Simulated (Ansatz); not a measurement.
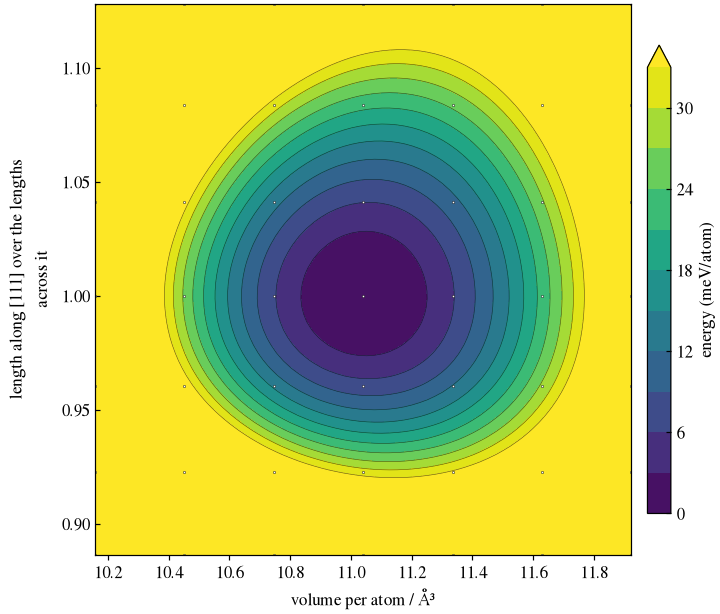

HfO2 (Fm-3m, No. 225; 3 atoms in the cell). The energy is mapped over volume and the cell's shape. Coordinates scanned: (1) volume per atom; (2) length along [111] over the lengths across it, relative to the cubic cell. Nothing is relaxed (fractional coordinates fixed). The grid has 7 × 7 points. Points are written as (first, second). Energies: meV/atom, counted from the lowest grid point. All numbers below come from DFT PBE, scalar-relativistic, plane waves, PAW in Ansatz. Settings: cutoff 520 eV, k-mesh 8×8×8, gaussian smearing 0.05 eV, no spin polarisation.

The picture shows filled contours, dots at the grid points, one colour for all values above the top of the scale. Between grid points the surface is interpolated.

Estimate the position of the minimum and the force constants in these coordinates.

Answer. The interpolated minimum is at volume per atom ≈ 11.040 Å³, the second coordinate ≈ 1.000. The curvatures there are about 0.42 eV/(Å³)² and 24 eV, with a cross term of about 0 eV/Å³ (per cell of 3 atoms). Round the minimum the two coordinates are nearly uncoupled.

PAW datasets: the set soft_1.
